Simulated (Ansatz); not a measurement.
Hf$_{2}$Si

```
Hf Si
1.0
     6.55070    0.00000    0.00000
     0.00000    6.55070    0.00000
     0.00000    0.00000    5.16565
Hf Si
8 4
Direct
  0.15649 0.34351 0.00000
  0.65649 0.84351 0.50000
  0.34351 0.84351 0.00000
  0.84351 0.34351 0.50000
  0.34351 0.15649 0.50000
  0.84351 0.65649 0.00000
  0.65649 0.15649 0.00000
  0.15649 0.65649 0.50000
  0.00000 0.00000 0.25000
  0.50000 0.50000 0.75000
  0.00000 0.00000 0.75000
  0.50000 0.50000 0.25000
```

Space group I4/mcm; a structure from a database of computed crystals, not necessarily the ambient phase.

Method: Ansatz 0.2.0, DFT r2SCAN, scalar-relativistic, plane waves, PAW.

Core electrons are frozen (PAW), and the valence fields are smoothed inside the atomic spheres.

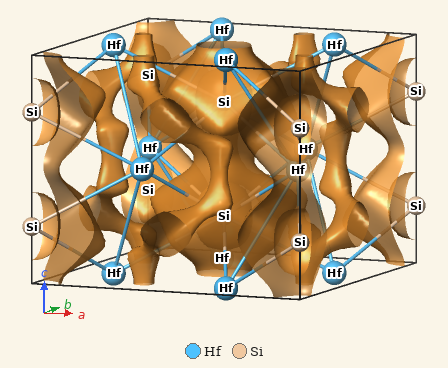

Figure 1. Isosurface of the ELF at 0.55 (orange), seen slightly off an axis. Only the valence region is drawn (cores and ρ < 0.01 e/Å³ removed). Sticks mark near contacts.

Where are the electrons localised?

Answer. The ELF exceeds this value in channels that run through the cell in one direction, counted in one cell of 12 atoms. Any copies at cell faces, edges or corners count once.


Hf–Si (2.79 Å): the ELF peaks at about 0.70 in the valence shell of Si, 0.9 Å from its nucleus, and is about 0.30 at the midpoint. Hf–Hf (2.90 Å): the ELF is about 0.15 at the midpoint: no localised pair shows between them.

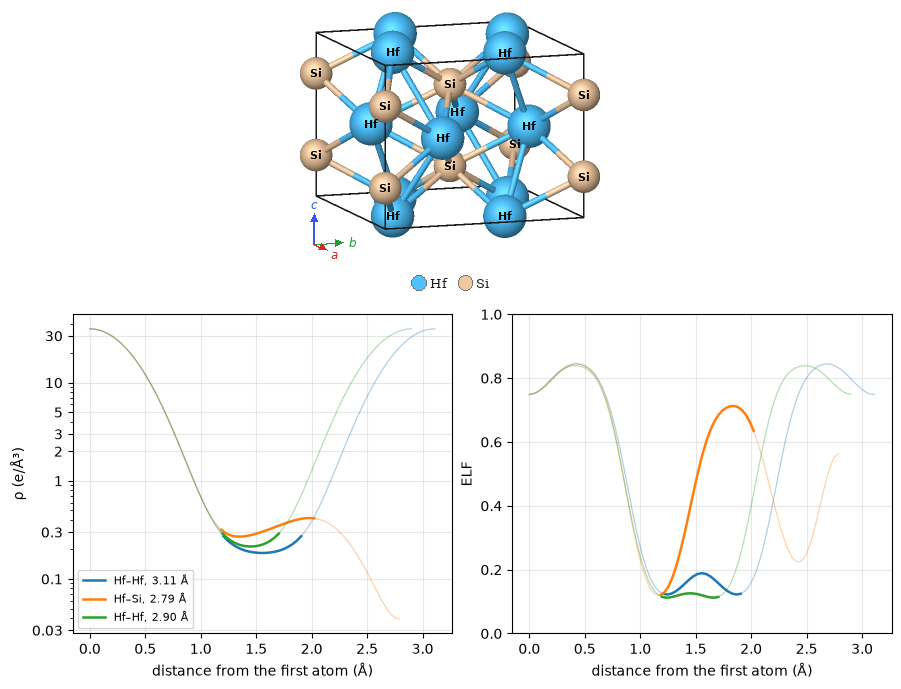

Figure 2. Valence electron density and electron localisation function along straight lines between neighbouring atoms. Thin, pale parts lie inside the atomic spheres. The structure is drawn too.

What can be read from the curves?

Answer. Hf–Hf (3.11 Å): the density is about 0.18 e/Å³ at the midpoint; the ELF is about 0.20 at the midpoint (no localised pair shows between them).
Hf–Si (2.79 Å): ρ is about 0.27 e/Å³ halfway; the ELF peaks at about 0.70 in the valence shell of Si, 0.9 Å from its nucleus, and is about 0.30 at the midpoint.
Hf–Hf (2.90 Å): ρ is about 0.21 e/Å³ halfway; the ELF is about 0.15 at the midpoint; no shared electron pair shows on this line.

Does the calculation give a band gap?

Answer. It is metallic or semimetallic at this level of theory: no gap opens.
